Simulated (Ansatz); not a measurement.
**AlN: geometry relaxation (part 2 of 2)**

AlN (4 atoms in the cell); DFT r2SCAN, scalar-relativistic, plane waves, PAW, no spin polarisation (Ansatz 0.2.0); cutoff 500 eV, 6×6×4 k-mesh, Gaussian smearing of 0.1 eV. The structure was made by swapping elements on the sites of another compound; it need not be a known phase. It belongs to a series of runs on one base structure; here: Ga -> Al on all its sites, cell and atoms relaxed.

Geometry of the input (Å; fractional positions):
```
3.1726  0.0000  0.0000
-1.5863  2.7476  0.0000
0.0000  0.0000  5.1665
Al 0.6667  0.3333  0.4991
Al 0.3333  0.6667  0.9991
N  0.6667  0.3333  0.8759
N  0.3333  0.6667  0.3759
```

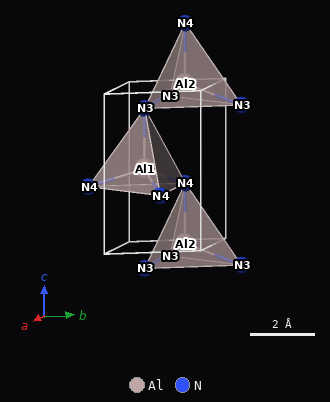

The geometry at step 2 of the log (polyhedral view of the cell of the calculation, seen slightly off an axis; polyhedra are completed across the faces of the cell; atoms are numbered from 1 in the order of the input).

Log, continued:
```
SCF iter   1: F=—  HF=-1856.969805 eV  |F-HF|=—  |Δ(HF+E_count)|=         —  Δρ=8.38e-3  dr2=3.33e-2  dr2_τ=1.74e-2  ethr=2.03e-4  ⟨swp⟩=1.0  Hψ=1709  notcnv=0
preconditioner: auto → none  [insulator: Δε(μ)=4.965 eV  Ē_g=14.280 eV  σ=0.100 eV  W_gap=1.00  n_scr=2 (ndim 8)  ℏωp=23.1 eV  f_vac=0.000  D(μ)=0.00/eV (n_scr^D=0)  ε∞_Penn≈3.6]
SCF iter   2: F=—  HF=-1856.969782 eV  |F-HF|=—  |Δ(HF+E_count)|=   2.29e-5  Δρ=2.92e-3  dr2=1.87e-3  dr2_τ=1.40e-3  ethr=2.03e-4  ⟨swp⟩=2.0  Hψ=494  notcnv=0
SCF iter   3: F=—  HF=-1856.969569 eV  |F-HF|=—  |Δ(HF+E_count)|=   2.13e-4  Δρ=9.00e-4  dr2=2.52e-4  dr2_τ=1.45e-5  ethr=1.17e-5  ⟨swp⟩=2.1  Hψ=384  notcnv=0
SCF iter   4: F=—  HF=-1856.969573 eV  |F-HF|=—  |Δ(HF+E_count)|=   4.33e-6  Δρ=1.87e-4  dr2=9.48e-6  dr2_τ=1.03e-6  ethr=1.57e-6  ⟨swp⟩=2.0  Hψ=420  notcnv=0
SCF iter   5: F=—  HF=-1856.969571 eV  |F-HF|=—  |Δ(HF+E_count)|=   1.99e-6  Δρ=3.97e-5  dr2=5.74e-7  dr2_τ=2.93e-8  ethr=5.92e-8  ⟨swp⟩=2.3  Hψ=398  notcnv=0
SCF iter   6: F=-1856.969571 eV  HF=-1856.969571 eV  |F-HF|=9.65e-9  |Δ(HF+E_count)|=   1.20e-7  Δρ=5.58e-6  dr2=1.55e-8  dr2_τ=1.26e-9  ethr=2.50e-9  ⟨swp⟩=5.0  Hψ=1184  notcnv=0
SCF 3 converged in 6 iterations: F = -1856.969571 eV  dr2 = 1.55e-8
  greatest PAW one-centre occupation: 0.794 electrons in one spin orbital (limit 2), on the N atom at site 3 (counted from 0), in its partial waves of l = 0
relax step   3: F+E_penalty+E_count = -1856.96957136 eV  Δ(F+E_penalty+E_count) = -3.345e-2 eV  max|allowed force component| = 1.582e-2 eV/Å  Δτ_max = 0.0030 Å  P = +1.007 GPa  Ω = 41.417 Å³  energy of the carried Pulay correction = +7.987e-4 eV  (6 SCF iters, dr2 threshold 4.00e-7 eV, accepted)
Crystal: 4 atoms, lattice volume = 41.618 Å³
iter 1 solved again at ethr=3.23e-6 eV; its pass at ethr=3.10e-3 eV (dr2=5.16e-4 eV) is discarded
SCF iter   1: F=—  HF=-1856.970211 eV  |F-HF|=—  |Δ(HF+E_count)|=         —  Δρ=1.05e-3  dr2=5.23e-4  dr2_τ=2.75e-4  ethr=3.23e-6  ⟨swp⟩=1.0  Hψ=1494  notcnv=0
preconditioner: auto → none  [insulator: Δε(μ)=4.877 eV  Ē_g=14.166 eV  σ=0.100 eV  W_gap=1.00  n_scr=2 (ndim 8)  ℏωp=23.0 eV  f_vac=0.000  D(μ)=0.00/eV (n_scr^D=0)  ε∞_Penn≈3.6]
SCF iter   2: F=—  HF=-1856.970203 eV  |F-HF|=—  |Δ(HF+E_count)|=   8.36e-6  Δρ=3.69e-4  dr2=3.03e-5  dr2_τ=2.16e-5  ethr=3.23e-6  ⟨swp⟩=2.0  Hψ=409  notcnv=0
SCF iter   3: F=—  HF=-1856.970202 eV  |F-HF|=—  |Δ(HF+E_count)|=   9.85e-7  Δρ=1.16e-4  dr2=4.23e-6  dr2_τ=2.38e-7  ethr=1.89e-7  ⟨swp⟩=2.1  Hψ=381  notcnv=0
SCF iter   4: F=-1856.970202 eV  HF=-1856.970202 eV  |F-HF|=6.77e-8  |Δ(HF+E_count)|=   1.69e-8  Δρ=2.42e-5  dr2=1.40e-7  dr2_τ=1.57e-8  ethr=2.50e-9  ⟨swp⟩=2.2  Hψ=1007  notcnv=0
SCF 4 converged in 4 iterations: F = -1856.970202 eV  dr2 = 1.40e-7
  greatest PAW one-centre occupation: 0.794 electrons in one spin orbital (limit 2), on the N atom at site 2 (counted from 0), in its partial waves of l = 0
relax step   4: F+E_penalty+E_count = -1856.97020206 eV  Δ(F+E_penalty+E_count) = -6.307e-4 eV  max|allowed force component| = 1.505e-2 eV/Å  Δτ_max = 0.0006 Å  P = -0.038 GPa  Ω = 41.618 Å³  energy of the carried Pulay correction = +7.527e-4 eV  (4 SCF iters, dr2 threshold 4.00e-7 eV, accepted)
Initial wavefunctions: pseudopotential atomic-orbital guess (no wavefunctions were taken with the density)
iter 1 solved again at ethr=1.85e-8 eV; its pass at ethr=3.10e-3 eV (dr2=2.95e-6 eV) is discarded
SCF iter   1: F=—  HF=-1856.969306 eV  |F-HF|=—  |Δ(HF+E_count)|=         —  Δρ=1.43e-4  dr2=9.42e-7  dr2_τ=2.92e-6  ethr=1.85e-8  ⟨swp⟩=2.8  Hψ=2335  notcnv=0
preconditioner: auto → none  [insulator: Δε(μ)=4.882 eV  Ē_g=14.175 eV  σ=0.100 eV  W_gap=1.00  n_scr=2 (ndim 8)  ℏωp=23.0 eV  f_vac=0.000  D(μ)=0.00/eV (n_scr^D=0)  ε∞_Penn≈3.6]
SCF iter   2: F=—  HF=-1856.969308 eV  |F-HF|=—  |Δ(HF+E_count)|=   2.63e-6  Δρ=7.03e-5  dr2=2.20e-7  dr2_τ=3.10e-7  ethr=5.89e-9  ⟨swp⟩=2.0  Hψ=416  notcnv=0
SCF iter   3: F=—  HF=-1856.969309 eV  |F-HF|=—  |Δ(HF+E_count)|=   7.32e-7  Δρ=1.88e-5  dr2=4.43e-8  dr2_τ=1.46e-8  ethr=1.38e-9  ⟨swp⟩=2.0  Hψ=418  notcnv=0
SCF iter   4: F=-1856.969309 eV  HF=-1856.969309 eV  |F-HF|=1.23e-9  |Δ(HF+E_count)|=   4.26e-8  Δρ=2.38e-6  dr2=4.37e-10  dr2_τ=2.98e-10  ethr=2.50e-11  ⟨swp⟩=3.3  Hψ=1077  notcnv=0
SCF 5 converged in 4 iterations: F = -1856.969309 eV  dr2 = 4.37e-10
relax step   5: F+E_penalty+E_count = -1856.96930892 eV  Δ(F+E_penalty+E_count) = +8.931e-4 eV  max|allowed force component| = 1.524e-2 eV/Å  Δτ_max = 0.0000 Å  P = -0.019 GPa  Ω = 41.618 Å³  stress off target by 5.53e-2 GPa  SCF on the basis re-selected at this cell (its energy is not comparable with the rows above)  (4 SCF iters)
basis re-selected at this cell: Δ(F+E_penalty+E_count) = +8.931e-4 eV, ΔP = +0.019 GPa vs the last step (what re-selecting the basis moved, of the pressure what is left beyond the Pulay correction that the steps carried, after the strain that the cell walked since its last selection, with what the two solves' SCF thresholds leave and, on support functions, any second-order correction that the steps lacked; it is no measure of the basis error at this ecutwfc). This SCF's stress stands 5.53e-2 GPa from its target on what of the cell is left free (relax.cell.stress_tol is 5.00e-1 GPa) and its largest allowed force component is 1.52e-2 eV/Å (relax.f_tol is 5.00e-2 eV/Å): within both
SCF converged after 4 iterations
Free energy (F): -1856.969309 eV
Harris-Foulkes:  -1856.969309 eV  (|F-HF|=1.23e-9)
Internal energy: -1856.969309 eV  (E = F + TS)
E sigma→0 (E₀):  -1856.969309 eV
Fermi energy:    9.365417 eV
--- Per-component energies (eV) ---
  E_band       = 23.141625
  E_kinetic    = 321.366215
  E_local      = -448.731694  (includes V_loc(G=0)·N_el)
  E_nonlocal   = 108.518069
  E_hartree    = 157.364993
  E_xc         = -197.822335
  E_vxc        = -238.486018  (∫ρ·V_xc dr)
  E_paw        = -1204.935361  (= ΣΔE_a)
  E_vpaw       = -47.057883  (= ΣTr[D̂ρ^β])
  E_aug_tail   = 0.000038  (compensation charges beyond the density's cutoff)
  E_vtau       = 12.802797  (kinetic-family band-sum trace: ∫τ·v_τ [+ j·A + Jᵃ·Aᵃ] dr)
  E_ewald      = -592.549889
  E_core_change = -0.179345  (= ΣΔE_core)
  E_smearing   = -0.000000  (= −TS)
  E_closure    = 0.000000  (closes the sum)
  Σ components = -1856.969309   (vs F -1856.969309, Δ=0.00e0)
--- Forces (eV/Å), atoms counted from 1 ---
  atom   1  Al    -0.00000000    -0.00000000    -0.01522600
  atom   2  Al     0.00000000     0.00000000    -0.01522600
  atom   3  N      0.00000000     0.00000000     0.01526151
  atom   4  N     -0.00000000    -0.00000000     0.01526151
  max |Σ_I F_I| component: 7.10e-5 eV/Å
--- Stress (GPa, compression-positive) ---
       -0.055305       0.000000       0.000000
        0.000000      -0.055305      -0.000000
        0.000000      -0.000000       0.054678
  P = ⅓ Tr σ = -0.0186 GPa (-0.186 kbar)
--- Band table (eV; the first three rows and the last of 21) ---
  k-point 0: bands = ["-9.0529", "-6.9390", "0.8582", "6.0443", "6.0443", "6.7067", "6.7067", "6.9244", "11.8064", "14.4533", "18.5245", "18.9803"]
  k-point 1: bands = ["-8.8152", "-7.3551", "1.6558", "5.7187", "6.1366", "6.1366", "6.6049", "6.6049", "12.7768", "14.5514", "18.1773", "18.9368"]
  k-point 2: bands = ["-8.1663", "-8.1663", "3.5494", "3.5494", "6.3659", "6.3659", "6.3659", "6.3659", "14.1560", "14.1560", "18.2436", "18.2436"]
  k-point 20: bands = ["-6.5481", "-6.5481", "2.0595", "2.0595", "3.0086", "3.0086", "6.1129", "6.1129", "15.0759", "15.0759", "15.5726", "15.5726"]
--- Relaxed structure (4 steps of the walk, 4 accepted, 1 SCFs on fresh bases) ---
  F+E_penalty+E_count = -1856.96930892 eV   max|allowed force component| = 1.524e-2 eV/Å   (the final SCF, on the basis selected at the relaxed cell)
  cell:  # Å, volume = 41.6178 Å³
    - [3.106777917579204, 0.0, -3.4347901386952397e-34]
    - [-1.553388958789602, 2.6905486005401076, -2.9017183258890462e-18]
    - [-7.457944275704672e-34, -5.4563825449556605e-18, 4.978841218739334]
  atoms:
    - { symbol: Al, position: [0.6666666666666665, 0.3333333333333333, 0.49680785999820914] }
    - { symbol: Al, position: [0.3333333333333333, 0.6666666666666666, 0.9968078599982089] }
    - { symbol: N, position: [0.6666666666666665, 0.3333333333333333, 0.8781921400017909] }
    - { symbol: N, position: [0.3333333333333333, 0.6666666666666666, 0.3781921400017908] }
```

Trajectory as extended XYZ (Å, eV, eV/Å), 5 frames, from step=1 to step=5:
```
4
Lattice="3.1726 0.0000 0.0000 -1.5863 2.7476 0.0000 0.0000 0.0000 5.1665" Properties=species:S:1:pos:R:3:forces:R:3 step=1 energy=-1856.80138 pressure_GPa=-14.17
Al    1.5863    0.9159    2.5786    0.0000   0.0000  -0.1247
Al    0.0000    1.8317    5.1619    0.0000   0.0000  -0.1247
N     1.5863    0.9159    4.5253    0.0000   0.0000   0.1248
N     0.0000    1.8317    1.9421    0.0000   0.0000   0.1248
4
Lattice="3.1419 0.0000 0.0000 -1.5709 2.7209 0.0000 0.0000 0.0000 5.0425" Properties=species:S:1:pos:R:3:forces:R:3 step=2 energy=-1856.93612 pressure_GPa=-6.92
Al    1.5709    0.9070    2.5086    0.0000   0.0000  -0.0696
Al    0.0000    1.8140    5.0299    0.0000   0.0000  -0.0696
N     1.5709    0.9070    4.4248    0.0000   0.0000   0.0696
N     0.0000    1.8140    1.9035    0.0000   0.0000   0.0696
4
Lattice="3.1003 0.0000 0.0000 -1.5502 2.6849 0.0000 0.0000 0.0000 4.9756" Properties=species:S:1:pos:R:3:forces:R:3 step=3 energy=-1856.96957 pressure_GPa=1.01
Al    1.5502    0.8950    2.4725    0.0000   0.0000  -0.0158
Al    0.0000    1.7900    4.9603    0.0000   0.0000  -0.0158
N     1.5502    0.8950    4.3689    0.0000   0.0000   0.0158
N     0.0000    1.7900    1.8811    0.0000   0.0000   0.0158
4
Lattice="3.1068 0.0000 0.0000 -1.5534 2.6905 0.0000 0.0000 0.0000 4.9788" Properties=species:S:1:pos:R:3:forces:R:3 step=4 energy=-1856.97020 pressure_GPa=-0.04
Al    1.5534    0.8969    2.4735    0.0000   0.0000  -0.0150
Al    0.0000    1.7937    4.9629    0.0000   0.0000  -0.0150
N     1.5534    0.8969    4.3724    0.0000   0.0000   0.0151
N     0.0000    1.7937    1.8830    0.0000   0.0000   0.0151
4
Lattice="3.1068 0.0000 0.0000 -1.5534 2.6905 0.0000 0.0000 0.0000 4.9788" Properties=species:S:1:pos:R:3:forces:R:3 step=5 energy=-1856.96931 pressure_GPa=-0.02
Al    1.5534    0.8969    2.4735    0.0000   0.0000  -0.0152
Al    0.0000    1.7937    4.9629    0.0000   0.0000  -0.0152
N     1.5534    0.8969    4.3724    0.0000   0.0000   0.0153
N     0.0000    1.7937    1.8830    0.0000   0.0000   0.0153
```

Key numbers:

| quantity | value |
| --- | --- |
| outcome | converged |
| space group (tolerance 0.01 Å) | P6₃mc (186) |
| electrons treated | 16 |
| free energy | −1856.9693 eV |
| Fermi energy | 9.365 eV |
| gap on the k-point mesh | 4.88 eV |
| pressure | −0.02 GPa |
| final volume | 41.62 Å³ |
| largest force (length of the vector) at the end | 0.015 eV/Å |
| final cell | a = 3.107 Å, b = 3.107 Å, c = 4.979 Å, α = 90.00°, β = 90.00°, γ = 120.00° |
| hardware | 1 thread of Oxide Virtual Turin-like (Zen 5), 32 GiB of memory available, shared host |
| wall time | 12 s |
| peak memory | 0.45 GiB |
